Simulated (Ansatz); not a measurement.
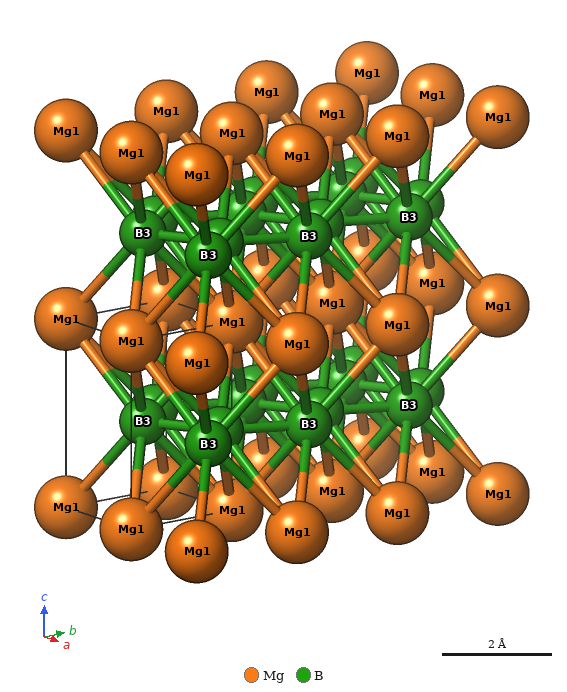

Reference structure: solid MgB2 (set up in P6/mmm). Style: ball-and-stick. Shown: the cell of the calculation, repeated 2 × 3 × 2 with one cell outlined, slightly off an axis.

Level of theory: Ansatz, DFT PBEsol, scalar-relativistic, plane waves, PAW. Settings: plane-wave cutoff 420 eV; k-point mesh 18 × 18 × 12; occupations gaussian; smearing width 0.1 eV; no spin polarisation.

Change: The volume is changed by +3.0 %. The cell's shape and the atoms are relaxed at that volume.

Input file:
```yaml
crystal:
  lattice:
    - [3.0950919343, 0.0, 0.0]
    - [-1.5475459671, 2.6804282421, 0.0]
    - [0.0, 0.0, 3.5296131622]
  atoms:
    - { symbol: Mg, position: [0.0, 0.0, 0.0] }
    - { symbol: B, position: [0.3333333333, 0.6666666667, 0.5] }
    - { symbol: B, position: [0.6666666667, 0.3333333333, 0.5] }
basis:
  ecutwfc: 420
kpoints:
  mp_grid: { grid: [18, 18, 12] }
hamiltonian:
  xc: pbesol
scf:
  occupations: { method: gaussian, width: 0.1 }
output:
  forces: true
  stress: true
  eigenvalues: true
relax:
  adjacent_minimum: "off"
  f_tol: 0.01
  max_steps: 30
  cell: { stress_tol: 0.1, fix: [volume] }
```

Launched with:
```bash
ansatz run input.yaml --threads 1 --pin off --max-ram 2560MiB --backend cpu --events-out ev --progress --plain --runs-dir out
```

Question: What does the calculation give for the changed structure?

Answer: The drawn cell changes as follows: a = b 3.065 → 3.088 Å (+0.8 %), c 3.495 → 3.545 Å (+1.4 %); the volume changes by +3.0 %. No atom moves by more than 0.005 Å relative to the cell. Near-neighbour distances before and after: B–Mg 2.487 → 2.514 Å, B–B 1.769 → 1.783 Å. The space group stays P6/mmm (No. 191). It costs 3.8 meV per atom. Pressure: 0.0 GPa before, −4.1 GPa after. Both are metals.

Drawn alike, the variant:

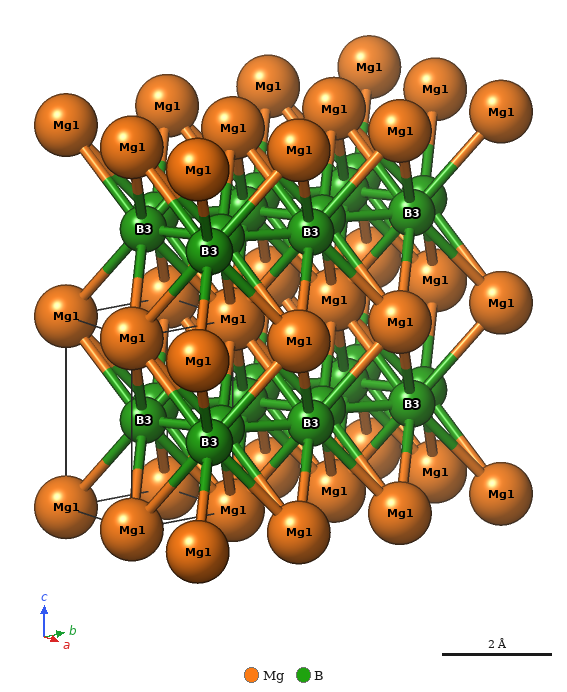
